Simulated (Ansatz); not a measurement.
# LiBr: what the fields show

Input

```
crystal:
  lattice:
    - [0.0, 2.7226905798, 2.7226905798]
    - [2.7226905798, 0.0, 2.7226905798]
    - [2.7226905798, 2.7226905798, 0.0]
  atoms:
    - { symbol: Li, position: [0.0, 0.0, 0.0] }
    - { symbol: Br, position: [0.5, 0.5, 0.5] }
basis:
  ecutwfc: 420
kpoints:
  mp_grid: { grid: [8, 8, 8] }
hamiltonian:
  xc: pbesol
scf:
  occupations: { method: gaussian, width: 0.02 }
output:
  forces: true
  stress: true
  eigenvalues: true
  write_density: true
  write_potential: true
  elf: true
  volumetric_format: npy
relax:
  adjacent_minimum: "off"
  f_tol: 0.005
  max_steps: 80
  cell: { stress_tol: 0.05 }
```

Command:

```sh
ansatz run input.yaml --threads 1 --pin off --max-ram 2560MiB --backend cpu --events-out ev --progress --plain --runs-dir out
```

Below, planes, directions and counts refer to the conventional cell (a = 5.41 Å, b = 5.41 Å, c = 5.41 Å, α = 90.00°, β = 90.00°, γ = 90.00°).

The fields are those of the relaxed geometry.

Space group Fm-3m; a structure from a database of computed crystals, not necessarily the ambient phase.

Level of theory: DFT PBEsol, scalar-relativistic, plane waves, PAW (Ansatz).

Core electrons are frozen (PAW), and the valence fields are smoothed inside the atomic spheres.

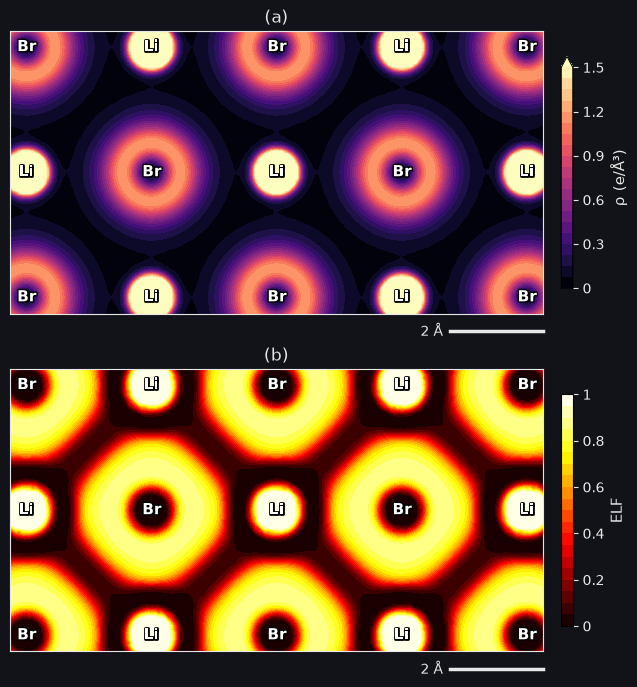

Figure 1. (a) valence electron density; (b) ELF on the (001) plane of the conventional cell.

### What do the fields say about this system?

- Atoms in the plane: Li and Br.
- Li–Br (2.71 Å): the density is about 0.21 e/Å³ at the midpoint; the ELF is about 0.75 at the midpoint; a largely ionic contact.
- Between the atoms the lowest density in this plane is 0.04 e/Å³.
- The features right at Li lie inside the PAW spheres, where the map follows smoothed inner orbitals and isn't to be read closely.

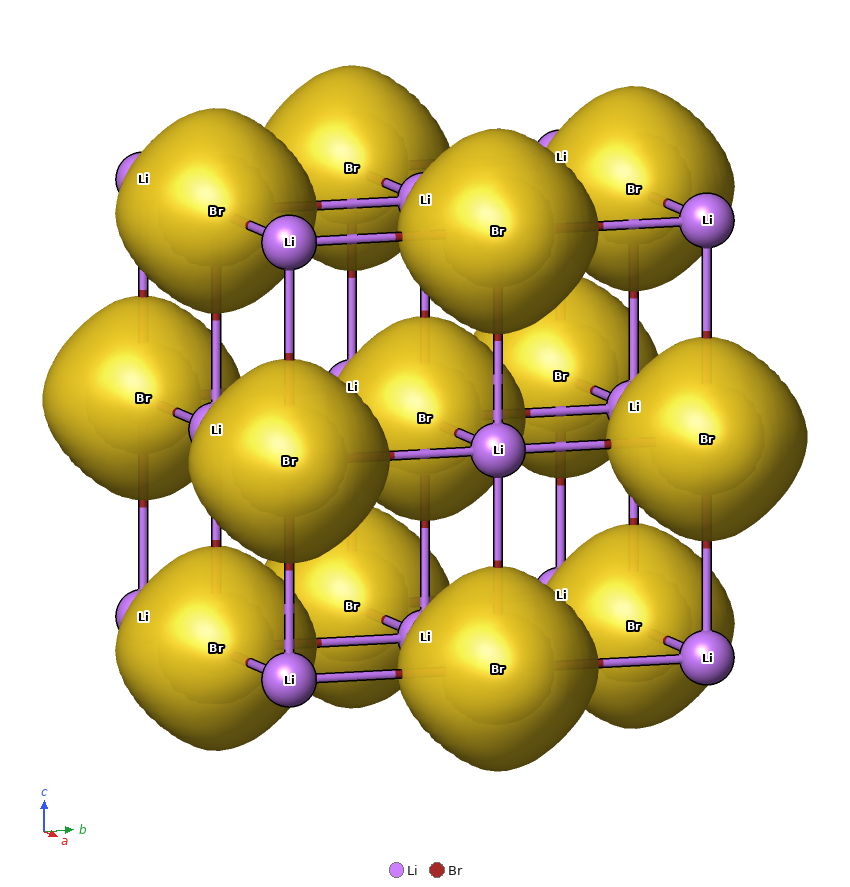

Figure 2. Isosurface of the ELF at 0.8 (yellow), seen slightly off an axis. Only the valence region is drawn (cores and ρ < 0.01 e/Å³ removed). Sticks mark near contacts.

### What do the ELF domains correspond to?

The ELF exceeds this value in four regions wrapped around Br (the valence shell of each), counted in one cell of 8 atoms. Regions shared between cells count once.

### Does the calculation give a band gap?

It is gapped, with a Kohn–Sham gap of 5.0 eV on the k-point mesh, an upper bound to the gap of this method.
